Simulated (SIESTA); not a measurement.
## Li$_{2}$S: 7 runs along one coordinate

System: Li$_{2}$S (Fm-3m, 3 atoms in the cell).
Method: Kohn-Sham DFT of a periodic cell, PBEsol, PseudoDojo 0.4 standard, converted to PSML, no spin polarisation (SIESTA 5.4.2).

The 7 runs differ only in the geometry, by an even scaling of the cell at fixed fractional positions. The structure derives from an entry of the Crystallography Open Database.

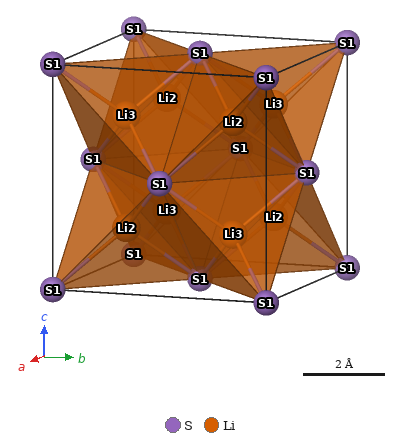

Figure 1. The structure of run 4 (polyhedral view of the cell 4 times as large as that of the calculation, set on its symmetry axes, seen slightly off an axis; polyhedra are completed across the faces of the cell; atoms are numbered from 1 in the order of the input). An atom can appear more than once, as a periodic image.

## Input of run 4
```
SystemName                      Li2S
SystemLabel                     Li2S
NumberOfSpecies                 2
NumberOfAtoms                   3
%block ChemicalSpeciesLabel
  1  16 S
  2   3 Li
%endblock ChemicalSpeciesLabel

LatticeConstant                 1.0 Ang
%block LatticeVectors
     0.0000000000     2.8445000000     2.8445000000
     2.8445000000     0.0000000000     2.8445000000
     2.8445000000     2.8445000000     0.0000000000
%endblock LatticeVectors
AtomicCoordinatesFormat         Fractional
%block AtomicCoordinatesAndAtomicSpecies
     0.0000000000     0.0000000000     0.0000000000  1  S
     0.7500000000     0.7500000000     0.7500000000  2  Li
     0.2500000000     0.2500000000     0.2500000000  2  Li
%endblock AtomicCoordinatesAndAtomicSpecies

%block kgrid.MonkhorstPack
    8   0   0  0.0
    0   8   0  0.0
    0   0   8  0.0
%endblock kgrid.MonkhorstPack
XC.Functional                   GGA
XC.Authors                      PBEsol
PAO.BasisSize                   DZP
PAO.EnergyShift                 0.003 Ry
Mesh.Cutoff                     800 Ry
OccupationFunction              FD
ElectronicTemperature           0.05 eV
MaxSCFIterations                120
SCF.MustConverge                false
SCF.Mixer.Method                Pulay
SCF.Mixer.Weight                0.25
SCF.Mixer.History               8
SCF.DM.Tolerance                5.0e-05
SCF.H.Tolerance                 1.0e-03 eV
WriteForces                     true
Charge.Mulliken                 end
%block PAO.PolarizationScheme
  Li non-perturbative
%endblock PAO.PolarizationScheme
%block PAO.Basis
  Li 3
  n=1 0 2
    2.788 0.000
  n=2 0 2
    9.500 0.000
  n=2 1 1
    9.500
%endblock PAO.Basis
```

Command:
```bash
siesta < Li2S.fdf > Li2S.out 2>&1
```

Lattice vectors (Å) and fractional positions of run 4:
```
   0.000000    2.844500    2.844500
   2.844500    0.000000    2.844500
   2.844500    2.844500    0.000000
S   0.000000  0.000000  0.000000
Li  0.750000  0.750000  0.750000
Li  0.250000  0.250000  0.250000
```

Run 2 differs from it as follows:
```diff
-     0.0000000000     2.8445000000     2.8445000000
-     2.8445000000     0.0000000000     2.8445000000
-     2.8445000000     2.8445000000     0.0000000000
+     0.0000000000     2.8060560982     2.8060560982
+     2.8060560982     0.0000000000     2.8060560982
+     2.8060560982     2.8060560982     0.0000000000
```

## Results, with one run withheld

| run | volume per atom (Å³) | free energy per atom, from the lowest run given (meV) | pressure (GPa) | gap on the mesh (eV) |
| --- | --- | --- | --- | --- |
| 1 | 14.423 | 10.00 | 3.19 | 3.22 |
| 2 | 14.730 | ? | ? | ? |
| 3 | 15.037 | 1.57 | 1.25 | 3.27 |
| 4 | 15.344 | 0.01 | 0.39 | 3.29 |
| 5 | 15.650 | 0.00 | −0.36 | 3.31 |
| 6 | 15.957 | 1.40 | −1.08 | 3.33 |
| 7 | 16.264 | 4.11 | −1.75 | 3.34 |

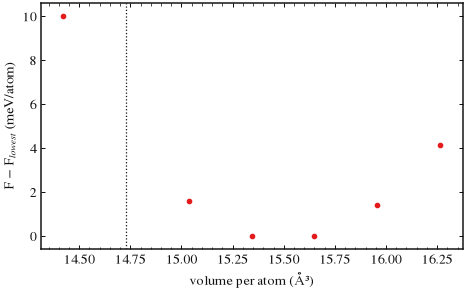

Figure 2. Free energy per atom of the runs given; the dotted line marks run 2.

Estimate the energy of run 2 from the others.

A cubic polynomial in V^(−2/3) (the Birch–Murnaghan form), fitted to the 6 runs given, misses them by under 0.01 meV per atom. With x = V^(−2/3) − 0.16137 Å⁻², it reads F = −0.14182 + 163.36 x + 1.6435e+05 x² − 1.6883e+05 x³ (meV per atom). At run 2 it gives 4.85 meV per atom, and the run itself gives 4.85. The slope of the fit gives a pressure −dF/dV of 2.18 GPa there, and the run prints 2.20 GPa. The fit has its minimum at 15.498 Å³ per atom, where V d²F/dV² gives 39.1 GPa: the bulk modulus at this level, since symmetry fixes the shape and the positions. The gap on the mesh goes, without turning, from 3.22 eV in run 1 to 3.34 eV in run 7; run 2 has 3.25 eV. These are gaps of this functional on this mesh, which can miss the band edges; they aren't the measured gap.

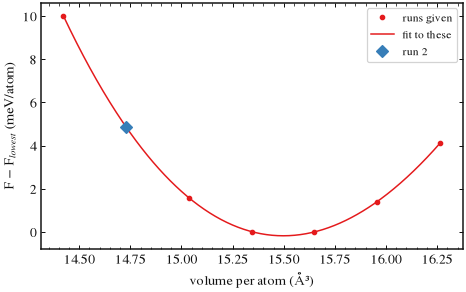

Figure 3. The fit and the withheld run.

## Some lines of the output (run 2)
```
[...]
outcell: Cell volume (Ang**3)        :     44.1895
stepf: Fermi-Dirac step function
siesta: Etot    =      -692.712010
siesta: FreeEng =      -692.712010
        iscf     Eharris(eV)        E_KS(eV)     FreeEng(eV)     dDmax    Ef(eV) dHmax(eV)
siesta: E_KS(eV) =             -692.8396
siesta: E_KS - E_eggbox =      -692.8396
siesta: Etot    =      -692.839590
siesta: FreeEng =      -692.839590
siesta:         Fermi =      -7.888541
siesta: Cell volume =         44.189495 Ang**3
    Orbital volume contribution        =           3.820167 eV
```

Notes: Points of doubt noted for this run: mulliken charges of long orbitals. With a small basis of atomic orbitals these values can differ much from converged plane-wave results.
